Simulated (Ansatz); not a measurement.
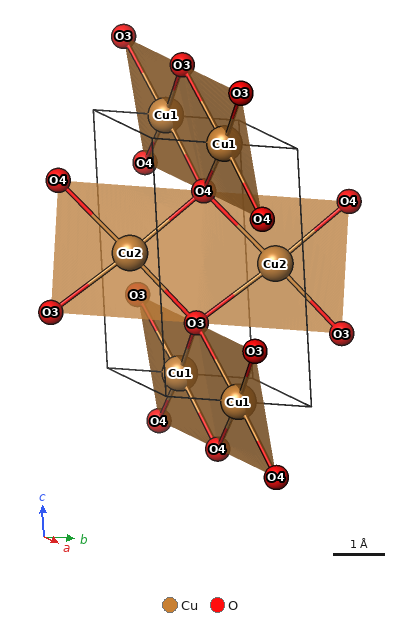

Fig. 1: The structure as given in the input (polyhedral view of the cell of the calculation, seen slightly off an axis; polyhedra are completed across the faces of the cell; atoms are numbered from 1 in the order of the input). An atom can appear more than once, as a periodic image.

**CuO: a failed or faulty run and its cure**

System: CuO (Cc, 4 atoms in the cell).
Method of the first run: DFT PBEsol, scalar-relativistic, plane waves, PAW, no spin polarisation (Ansatz 0.2.0).

The structure derives from an entry of the Crystallography Open Database. The run did not end well. Text and figures count atoms from 1; the logs count them from 0 in places.

## The input, the first run
```yaml
crystal:
  lattice:
    - [2.34465, -1.7134, 0.0]
    - [2.34465, 1.7134, 0.0]
    - [-0.86055, 0.0, 5.05944]
  atoms:
    - { symbol: Cu, position: [0.0032, 0.4968, 0.0] }
    - { symbol: Cu, position: [0.4968, 0.0032, 0.5] }
    - { symbol: O, position: [0.5714, 0.4056, 0.2537] }
    - { symbol: O, position: [0.4056, 0.5714, 0.7537] }
basis:
  ecutwfc: 420
kpoints:
  mp_grid: { grid: [16, 16, 8] }
hamiltonian:
  xc: pbesol
scf:
  occupations: { method: gaussian, width: 0.1 }
  max_iter: 1
output:
  forces: true
  stress: true
  eigenvalues: true
```

Launched with:
```bash
ansatz run input.yaml --threads 1 --pin off --max-ram 2560MiB --backend cpu --events-out ev --progress --plain --runs-dir out
```

Hardware: 1 thread of Intel Xeon (Sapphire Rapids), 192 GiB of memory available, shared host.

## Output, shortened to warnings, some set-up lines, iterations and results (the first run)
```
Error: did not converge after 1 iterations: dr2 = 9.77e-2 (threshold 1.00e-7), under the density mixer `msr1`, which `scf.mixing.algorithm: auto` chose by the deck's other keys (type `scf.mixing.algorithm: msr1` to keep it); raise `scf.max_iter`, which need not help a stalled SCF, or adjust the mixing (`scf.mixing`) or, under a smearing, its width (`scf.occupations.width`, in either direction: …
Basis set: ecut = 420 eV, 789 PW (Γ), exchange–correlation on 40×40×72 points (8 copies of the dense FFT grid, shifted against one another)
Symmetry: 2 space group operations
k-points: 554 of 2048 (time reversal used)
Initial density: superposition of atomic densities (neutral atoms: chi_scale 0, normalization atom), corrected by the library's trained network
[...]
SCF iter   1: F=—  HF=-14296.394919 eV  |F-HF|=—  |Δ(HF+E_count)|=         —  Δρ=1.92e-2  dr2=9.77e-2  ethr=1.77e-3  ⟨swp⟩=4.0  Hψ=141583  notcnv=0
preconditioner: auto → Kerker (q_TF=auto, 2.824 Å⁻¹)  [metal: Δε(μ)=0.004 eV  Ē_g=11.088 eV  σ=0.100 eV  W_gap=0.02  n_scr=20 (ndim 8)  ℏωp=34.0 eV  f_vac=0.000  D(μ)=2.18/eV (n_scr^D=20)]
[...]
```

**What should be changed in this input?**

The run did not converge: “did not converge after 1 iterations: dr2 = 9.77e-2 (threshold 1.00e-7), under the density mixer `msr1`, which `scf.mixing.algorithm: auto` chose by the deck's other keys (type `scf.mixing.algorithm: msr1` to keep it) …” Its last values are not results.

A run of the same system that converges differs from this input as follows (lines with − go, lines with + come):
```diff
-  max_iter: 1
+  algorithm: direct_min
```

## Output, shortened to warnings, some set-up lines, iterations and results (the second run)
```
Basis set: ecut = 420 eV, 789 PW (Γ), exchange–correlation on 40×40×72 points (8 copies of the dense FFT grid, shifted against one another)
Symmetry: 2 space group operations
k-points: 554 of 2048 (time reversal used)
Initial density: superposition of atomic densities (neutral atoms: chi_scale 0, normalization atom), corrected by the library's trained network
[...]
SCF iter   1: F=—  HF=-14296.394660 eV  |F-HF|=—  |Δ(HF+E_count)|=         —  Δρ=1.93e-2  dr2=9.79e-2  ethr=1.77e-3  ⟨swp⟩=7.3  Hψ=69777  notcnv=1
SCF iter   2: F=—  HF=-14296.384256 eV  |F-HF|=—  |Δ(HF+E_count)|=   1.04e-2  Δρ=1.48e-2  dr2=4.57e-2  ethr=1.96e-4  ⟨swp⟩=3.9  Hψ=47701  notcnv=0  defer=2
SCF iter   3: F=—  HF=-14296.363734 eV  |F-HF|=—  |Δ(HF+E_count)|=   2.05e-2  Δρ=2.44e-4  dr2=1.66e-5  ethr=2.91e-8  ⟨swp⟩=4.0  Hψ=89725  notcnv=0
SCF iter   4: F=—  HF=-14296.363727 eV  |F-HF|=—  |Δ(HF+E_count)|=   7.19e-6  Δρ=2.03e-5  dr2=1.62e-7  ethr=2.91e-8  ⟨swp⟩=3.0  Hψ=33701  notcnv=0
SCF iter   5: F=-14296.363727 eV  HF=-14296.363727 eV  |F-HF|=3.10e-9  |Δ(HF+E_count)|=   5.81e-8  Δρ=2.90e-6  dr2=1.77e-9  ethr=3.24e-10  ⟨swp⟩=3.1  Hψ=36156  notcnv=0
SCF 1 converged in 5 iterations: F = -14296.363727 eV  dr2 = 1.77e-9
  Residual-converged pass: ⟨swp⟩=3.1  Hψ=44207  notcnv=0  max |occ|·‖R‖ = 6.7e-6 eV (tolerance 6.7e-6 eV)  dr2=1.98e-9  dr2_onsite=2.23e-9  max |Δocc| = 8.9e-10
SCF converged after 5 iterations
Stability not checked: this state was not tested for a lower state beside it, because a direct minimisation reached the state, and no test of it is asked (direct_minimisation; see scf.lower_state_search)
Free energy (F): -14296.363727 eV
Harris-Foulkes:  -14296.363727 eV  (|F-HF|=3.10e-9)
Internal energy: -14296.352447 eV  (E = F + TS)
E sigma→0 (E₀):  -14296.358087 eV
Entropy (-TS):   -0.011279 eV (-2.820 meV/atom)
Fermi energy:    12.026288 eV
--- Per-component energies (eV) ---
  E_band       = -861.429250
  E_kinetic    = 941.352288
  E_local      = -9671.234338  (includes V_loc(G=0)·N_el)
  E_nonlocal   = 883.190864
  E_hartree    = 4182.400626
  E_xc         = -320.482462
  E_vxc        = -413.494924  (∫ρ·V_xc dr)
  E_paw        = -3555.232024  (= ΣΔE_a)
  E_vpaw       = -966.051664  (= ΣTr[D̂ρ^β])
  E_aug_tail   = 0.005397  (compensation charges beyond the density's cutoff)
  E_ewald      = -6756.835779
  E_core_change = 0.482980  (= ΣΔE_core)
  E_smearing   = -0.011279  (= −TS)
  E_closure    = 0.000000  (closes the sum)
  Σ components = -14296.363727   (vs F -14296.363727, Δ=0.00e0)
--- Forces (eV/Å), atoms counted from 1 ---
  atom   1  Cu    -0.59523534     0.32025951     0.22684963
  atom   2  Cu    -0.59523534    -0.32025951     0.22684963
  atom   3  O      0.59523451     0.41013277    -0.22684910
  atom   4  O      0.59523451    -0.41013277    -0.22684910
  max |Σ_I F_I| component: 1.66e-6 eV/Å
--- Stress (GPa, compression-positive) ---
       -3.235780      -0.000000      -1.038725
       -0.000000      -0.438272       0.000000
       -1.038732       0.000000      -4.441474
  P = ⅓ Tr σ = -2.7052 GPa (-27.052 kbar)
```

## The two runs side by side

| quantity | the first run | the second run |
| --- | --- | --- |
| outcome | not converged | converged |
| free energy per atom (eV) | – | −3574.0909 |
| gap on the mesh (eV) | – | 0.00 |
| pressure (GPa) | – | −2.71 |
| volume per atom (Å³) | – | 10.16 |
| largest force (eV/Å) | – | 0.758 |
| irreducible k-points | – | 554 |
| plane waves at Γ | – | 789 |
| wall time (shared host) | 27 s | 2.5 min |

Notes on the second run: The run has no spin polarisation, so a magnetic state may lie lower.
